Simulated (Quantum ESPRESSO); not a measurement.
**NaF (Villiaumite): a worked LO-TO splitting**

How high does the longitudinal optical mode of NaF (Villiaumite) lie, given the transverse one, the Born charge and ε∞?

Calculated with Quantum ESPRESSO 7.5; DFT LDA, scalar-relativistic, plane waves, GBRV ultrasoft pseudopotentials.

## Step 1: The relaxed structure

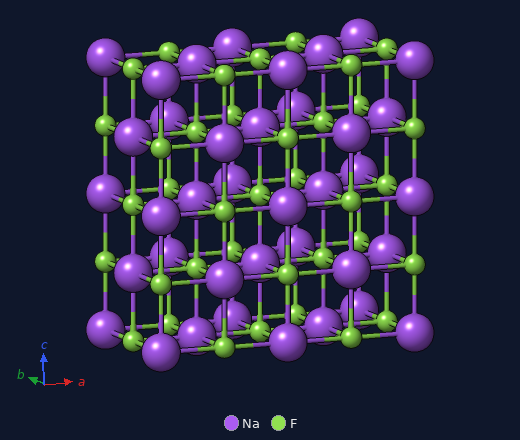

The starting structure, seen slightly off an axis (sodium purple, fluorine green). 2×1×2 cells are drawn. This picture shows the conventional cell, with its axes. Some periodic images of atoms are drawn too.

This is the cell after its relaxation at this level of theory, not the database cell from which that began.

## Step 2: What the response run gave

A linear-response run on the relaxed cell, with the response to an electric field; only its zone-centre results are used. Cutoff 55 Ry, k mesh 8×8×8.

Output:

```text
[banners, grids, parts of the stress and lines that vanish by symmetry left out]
Program PHONON v.7.5
     Reading xml data from directory:

[...]
Exchange-correlation= PZ
                           (   1   1   0   0   0   0   0)
[...]
kinetic-energy cut-off    =      55.0000  Ry
     charge density cut-off    =     440.0000  Ry
     convergence threshold     =      1.0E-18
[...]
Exchange-correlation= PZ
                           (   1   1   0   0   0   0   0)
[...]
q = (   0.0000000   0.0000000   0.0000000 )
     49 Sym.Ops. (with q -> -q+G )
     G cutoff =  814.1724  (  24309 G-vectors)     FFT grid: ( 45, 45, 45)
     G cutoff =  407.0862  (   8609 G-vectors)  smooth grid: ( 30, 30, 30)
     number of k points=    29
[...]
Mode symmetry, O_h (m-3m)  point group:
[...]
Dielectric constant
[...]
End of electric fields calculation
          Dielectric constant in cartesian axis
          (       1.926968958       0.000000000      -0.000000000 )
          (       0.000000000       1.926968958       0.000000000 )
          (      -0.000000000       0.000000000       1.926968958 )
          Effective charges (d Force / dE) in cartesian axis without acoustic sum rule applied (asr)
           atom    1  Na    Mean Z*:        1.00112
      Ex  (        1.00112        0.00000        0.00000 )
      Ey  (        0.00000        1.00112       -0.00000 )
      Ez  (        0.00000       -0.00000        1.00112 )
           atom    2  F     Mean Z*:       -0.99609
      Ex  (       -0.99609       -0.00000       -0.00000 )
      Ey  (       -0.00000       -0.99609        0.00000 )
      Ez  (       -0.00000        0.00000       -0.99609 )
          Effective charges Sum: Mean:        0.00503
[...]
Effective charges (d Force / dE) in cartesian axis with asr applied:
           atom    1  Na    Mean Z*:        0.99861
[...]
atom    2  F     Mean Z*:       -0.99861
[...]
Representation #   1 modes #   1   2   3
[...]
End of self-consistent calculation
     Convergence has been achieved
     Representation #   2 modes #   4   5   6
[...]
End of self-consistent calculation
     Convergence has been achieved
[...]
Dielectric constant in cartesian axis
          (       1.926968958       0.000000000      -0.000000000 )
          (       0.000000000       1.926968958       0.000000000 )
          (      -0.000000000       0.000000000       1.926968958 )
          Effective charges (d Force / dE) in cartesian axis without acoustic sum rule applied (asr)
           atom    1  Na    Mean Z*:        1.00112
      Ex  (        1.00112        0.00000        0.00000 )
      Ey  (        0.00000        1.00112       -0.00000 )
      Ez  (        0.00000       -0.00000        1.00112 )
           atom    2  F     Mean Z*:       -0.99609
      Ex  (       -0.99609       -0.00000       -0.00000 )
      Ey  (       -0.00000       -0.99609        0.00000 )
      Ez  (       -0.00000        0.00000       -0.99609 )
          Effective charges Sum: Mean:        0.00503
[...]
Effective charges (d Force / dE) in cartesian axis with asr applied:
           atom    1  Na    Mean Z*:        0.99861
[...]
atom    2  F     Mean Z*:       -0.99861
[...]
q = (    0.000000000   0.000000000   0.000000000 )
[...]
freq (    1) =      -0.425127 [THz] =     -14.180706 [cm-1]
     freq (    2) =      -0.425127 [THz] =     -14.180706 [cm-1]
     freq (    3) =      -0.425127 [THz] =     -14.180706 [cm-1]
     freq (    4) =       8.313309 [THz] =     277.302131 [cm-1]
     freq (    5) =       8.313309 [THz] =     277.302131 [cm-1]
     freq (    6) =       8.313309 [THz] =     277.302131 [cm-1]
[...]
Mode symmetry, O_h (m-3m)  point group:
     freq (   1-   3) =        -14.2  [cm-1]   --> T_1u G_15  G_4- I
     freq (   4-   6) =        277.3  [cm-1]   --> T_1u G_15  G_4- I

   JOB DONE.
```

| quantity | value |
| --- | --- |
| cell volume Ω (Å³) | 23.130 |
| mass of Na (u) | 22.990 |
| mass of F (u) | 18.998 |
| Born charge of Na, raw (e) | 1.001 |
| Born charge of F, raw (e) | -0.996 |
| ε∞ | 1.927 |
| ω(TO) after the sum rule (cm⁻¹) | 277.7 |

## Step 3: The calculation

The charges must sum to zero over the cell; taking off their mean, 0.003 e, leaves Z* = 0.999 e on Na. In the polar mode Na moves against F, so the reduced mass is μ = 22.99 × 19.00 / 41.99 = 10.402 u.

A longitudinal wave builds up a field that adds to the restoring force: ω(LO)² = ω(TO)² + 4π Z*² / (μ Ω ε∞), in Hartree atomic units. With μ = 18962 electron masses and Ω = 156.09 bohr³ the second term is 2.1971e-06 Ha², or 105833 cm⁻² (1 Ha = 219474.6 cm⁻¹).

So ω(LO) = √(77106 + 105833) = 427.7 cm⁻¹, and by the Lyddane-Sachs-Teller relation ε₀ = ε∞ (ω(LO)/ω(TO))² = 4.57.

## Step 4: Check against the program

The analysis program adds the same non-analytic term to the full matrix, here for q along (1 0 0).

Output:

```text
[banner, memory and clock lines left out]
Program DYNMAT v.7.5

     Reading Dynamical Matrix from file g.dyn
     ...Force constants read
     ...epsilon and Z* read

     Polarizability (A^3 units)
     multiply by 0.763948 for Clausius-Mossotti correction
         1.706216    0.000000   -0.000000
         0.000000    1.706216    0.000000
        -0.000000    0.000000    1.706216

     IR activities are in (D/A)^2/amu units

# mode   [cm-1]    [THz]      IR
    1     -0.00   -0.0000    0.0000
    2     -0.00   -0.0000    0.0000
    3      0.00    0.0000    0.0000
    4    277.68    8.3247    2.2117
    5    277.68    8.3247    2.2117
    6    427.72   12.8227    2.2117
```

ε₀ comes from the program's run without a direction of q.

| quantity | by hand | program |
| --- | --- | --- |
| ω(LO) (cm⁻¹) | 427.7 | 427.7 |
| ε₀ | 4.57 | 4.57 |

## Step 5: What came out

```
TO mode                    : 277.7 cm⁻¹
LO mode                    : 427.7 cm⁻¹
static dielectric constant : 4.572
```

**Reading.** The LO mode of NaF (Villiaumite) lies at 428 cm⁻¹, 150 cm⁻¹ above the TO mode; the formula meets the program within 0.1 cm⁻¹, as it must for a cubic crystal with one polar mode. ω(LO)² − ω(TO)² goes with Z*²/ε∞: an error of 5 % in ε∞ would move the LO mode by 5.9 cm⁻¹, and semilocal functionals tend to overestimate ε∞. The acoustic modes of the response miss zero by 14 cm⁻¹, a numerical error that can touch the optical modes as well. These are harmonic values at zero temperature, at the volume of this functional, for the structure held cubic; stability elsewhere in the zone is no part of this calculation.

[Host names and launcher messages were left out of these logs when they were recorded.]

[Logs are printed without paths, hosts, clocks, repeated set-up lines and the standing remarks that a program may print on its own settings, such as how far it seeks lower states.]

[Hosts, paths, dates, database ids (printed as entryN), source tags and the programs' standing remarks are cut or masked in the printed files.]
